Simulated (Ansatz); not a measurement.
Cu: phonon calculation

- system: Cu (1 atom in the cell)
- method: DFT PBE, scalar-relativistic, plane waves, PAW (Ansatz 0.2.0)

The structure was made by a generator, so it may or may not be a known phase.

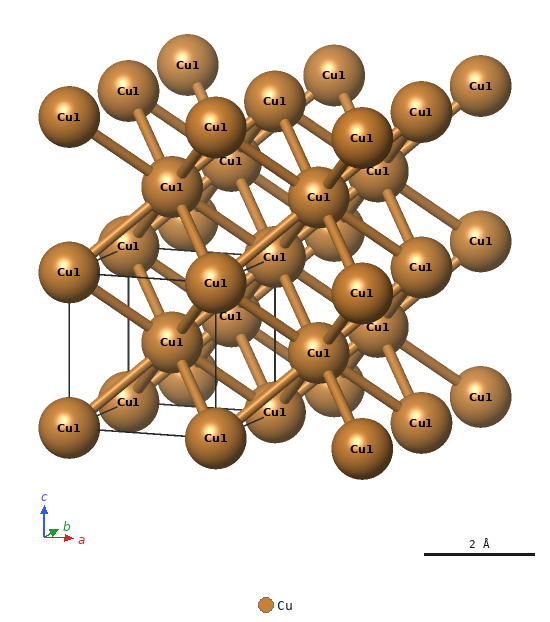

*The structure as given in the input (ball-and-stick view of the cell 2 times as large as that of the calculation, set on its symmetry axes, repeated 2 × 2 × 2, seen slightly off an axis; atoms are numbered from 1 in the order of the input). An atom can appear more than once, as a periodic image.*

Near neighbours in the periodic cell (some may lie outside the picture): Cu has 8 Cu at 2.50 Å.

Input file:
```yaml
crystal:
  lattice:
    - [-1.4427786772, 1.4427786772, 1.4427786772]
    - [1.4427786772, -1.4427786772, 1.4427786772]
    - [1.4427786772, 1.4427786772, -1.4427786772]
  atoms:
    - { symbol: Cu, position: [0.0, 0.0, 0.0] }
basis:
  ecutwfc: 420
kpoints:
  mp_grid: { grid: [28, 28, 28] }
hamiltonian:
  xc: pbe
scf:
  occupations: { method: fermi_dirac, width: 0.15 }
output:
  eigenvalues: true
phonons:
  method: dfpt
  eigenvectors: true
  qmesh: [4, 4, 4]
  temperatures: { t_max: 1000, t_step: 100 }
  qpath:
    path:
      - [[0.0, 0.0, 0.0], [0.5, -0.5, 0.5], [0.0, 0.0, 0.5], [0.0, 0.0, 0.0], [0.25, 0.25, 0.25], [0.5, -0.5, 0.5]]
      - [[0.25, 0.25, 0.25], [0.0, 0.0, 0.5]]
    npoints: 8
```

Machine: 1 thread of Arm Neoverse N1, 54 GiB of memory available, shared host.

Launch command:
```bash
ansatz run input.yaml --threads 1 --pin off --max-ram 2560MiB --backend cpu --events-out ev --progress --plain --runs-dir out
```

The program's output:
```
Engine: ansatz 0.2.0, aarch64-unknown-linux-gnu
Pseudopotentials: kind: paw
Pseudopotential: Cu, paw, valence charge 19, recommended cutoff 420 eV (normal), Cu.paw.azcp
Functional definition: PBE
  parameter kappa = 0.804
  parameter beta = 0.06672455060314922
  exchange = pbe_x(kappa = kappa, mu = beta*pi^2/3)
  correlation = pbe_c(beta = beta)
Error: memory limit exceeded: the `cold-start seed` phase of `dfpt pair set` needs 3.22 GiB against the run's memory maximum of 2.50 GiB; largest carriers: wavefunctions 2.15 GiB, plane-wave basis 0.77 GiB, unmodelled-tail allowance 0.28 GiB, source scf tables 0.02 GiB, source scf state 0.00 GiB; a later phase of this entry needs more than this one; at the wavevector (0, 0.25, 0.25) of phonons.qmesh, the only one beyond the zone centre that is priced ahead; wavefunction blocks cannot be spilled: a `phonons` calculation is not among those that spill (`scf`, `evaluate`, and `md` and `relax` at a fixed cell)
with nothing else changed it takes a maximum of at least 3.22 GiB, with nothing to spare, and 3.54 GiB leaves up to a tenth: --max-ram 3.54GiB where that set the maximum, else more of the term that did, and with no share typed, where 3.54 GiB is over 0.88 of the host's memory or its container's limit, a share of 0.88 or more that holds the maximum too (--max-ram-frac F), where one does; The budget is ten elevenths of this run's memory maximum, which was set by `override`, `--max-ram`. Only more of that lifts it, as far as the next of its terms, where there is one: `probe`, the memory found free on the host or within its container's limit (plus what this process already holds); `hard-limit-fraction`, `--max-ram-frac`'s share of the host's memory or its container's limit, at most the whole. Or run on fewer --threads (every phase holds memory for each worker), or reduce the deck (k-points, bands, cutoff, basis.xc_grid; a resume cannot: its deck is fixed); --dry-run prints the memory plan (there is none under scf.eigensolver.kind: dense, nor of a phonons: deck that is refused for the q-mesh of its integrals; under relax.cell it leaves out what runs after the relaxation; the manual's page Python interface lists what else it leaves out, under The engine at run.memory_plan())
```

Outcome:

- outcome: refused by the program
- space group (tolerance 0.01 Å): Im-3m (229)

The program refused the input: “memory limit exceeded: the `cold-start seed` phase of `dfpt pair set` needs 3.22 GiB against the run's memory maximum of 2.50 GiB; largest carriers: wavefunctions 2.15 GiB, plane-wave basis 0.77 GiB, unmodelled-tail allowance 0.28 GiB, source scf tables 0.02 GiB, source scf state 0.00 GiB; a later phase of this entry needs more than this one …” Results for this metal are sensitive to the k-point mesh.
